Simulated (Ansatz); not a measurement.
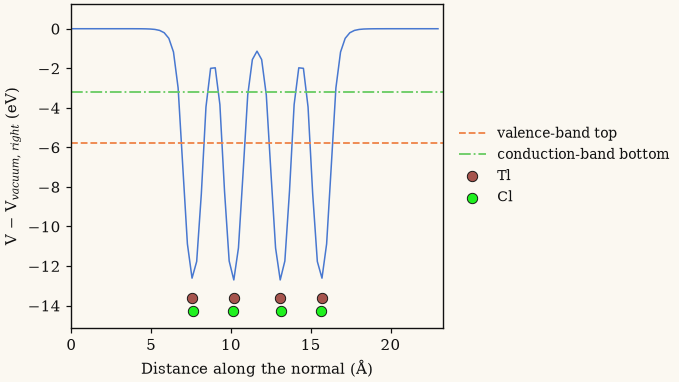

Plane-averaged electrostatic potential energy of an electron across the slab; circles at the bottom mark the heights of the atoms.

Input of the run:

```
crystal:
  lattice:
    - [3.8972442673, 0.0, 0.0]
    - [0.0, 5.5115356986, 0.0]
    - [0.0, 0.0, 23.267303548]
  atoms:
    - { symbol: Tl, position: [0.0, 0.5, 0.3252174325] }
    - { symbol: Cl, position: [0.5, 0.0, 0.3283398319] }
    - { symbol: Tl, position: [0.0, 0.0, 0.4380884121] }
    - { symbol: Cl, position: [0.5, 0.5, 0.434299559] }
    - { symbol: Tl, position: [0.0, 0.5, 0.5619124965] }
    - { symbol: Cl, position: [0.5, 0.0, 0.5656995096] }
    - { symbol: Tl, position: [0.0, 0.0, 0.6747833614] }
    - { symbol: Cl, position: [0.5, 0.5, 0.671659397] }
basis:
  ecutwfc: 420
kpoints:
  mp_grid: { grid: [7, 5, 1] }
  band_path:
    path: [[0.5, 0, 0], [0, 0, 0], [0, 0.5, 0], [0.5, 0.5, 0], [0, 0, 0]]
    npoints: 12
hamiltonian:
  xc: pbe
scf:
  occupations: { method: gaussian, width: 0.05 }
  n_extra_bands: 22
output:
  forces: true
  eigenvalues: true
  populations: true
  fatbands: true
efield:
  axis: 3
  dipole_correction: true
  ramp_width: 0.04
```

Launched with:
```bash
ansatz run input.yaml --threads 2 --pin off --max-ram 5632MiB --backend cpu --events-out ev --progress --plain --runs-dir out
```

**What are the ionisation potential and the electron affinity of the slab?**

From the vacuum level at the right face the ionisation potential is 5.75 eV and the electron affinity 3.20 eV; the left face gives the same. The slab's gap, their difference before rounding, is 2.56 eV. The two vacuum levels agree, so the slab has no net dipole along its normal.

**How thick are slab and vacuum?**

The outermost atoms are 8.1 Å apart, which leaves 15.1 Å of vacuum in a cell 23.3 Å high.

Spin-orbit coupling is left out, which matters for Tl.
